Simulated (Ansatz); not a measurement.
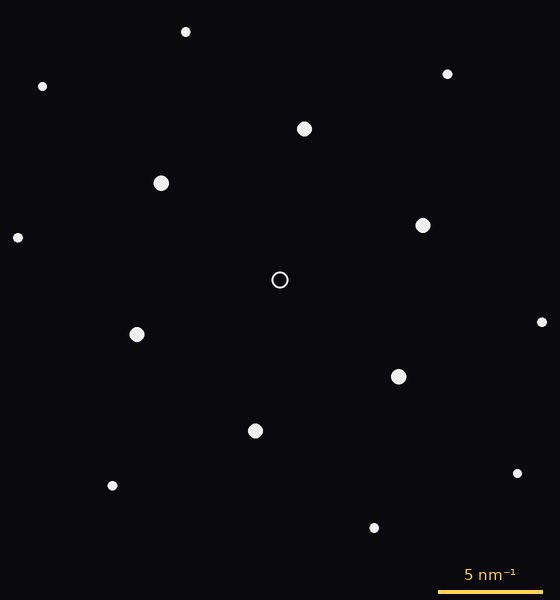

Computed electron diffraction pattern, 200 kV, single scattering only, B = 0.5 Å².

It belongs to Rh, space group Fm-3m (No. 225), a = 3.830 Å. Structure: the geometry relaxed with DFT PBE, scalar-relativistic, plane waves, PAW in Ansatz; the starting structure was generated, so it need not be a known form of this composition.

```cif
data_structure
_symmetry_space_group_name_H-M 'Fm-3m'
_symmetry_Int_Tables_number 225
_cell_length_a 3.8299
_cell_length_b 3.8299
_cell_length_c 3.8299
_cell_angle_alpha 90.000
_cell_angle_beta 90.000
_cell_angle_gamma 90.000
_cell_volume 56.18
loop_
_atom_site_label
_atom_site_type_symbol
_atom_site_symmetry_multiplicity
_atom_site_Wyckoff_symbol
_atom_site_fract_x
_atom_site_fract_y
_atom_site_fract_z
_atom_site_occupancy
Rh1 Rh 4 a 0.00000 0.00000 0.00000 1
```

Question: Which low-index zone axis gives this pattern?

Answer: The spots form a hexagonal net with both shortest vectors at d = 1.35 Å, 60.0° apart. They index as -2 2 0 and -2 0 2, so the zone axis is [111] (or an equivalent direction of <111>).

Question: Which reflections of this zone are missing, and why?

Answer: The lattice centring (F) removes all reflections that break h + k = 2n, h + l = 2n.
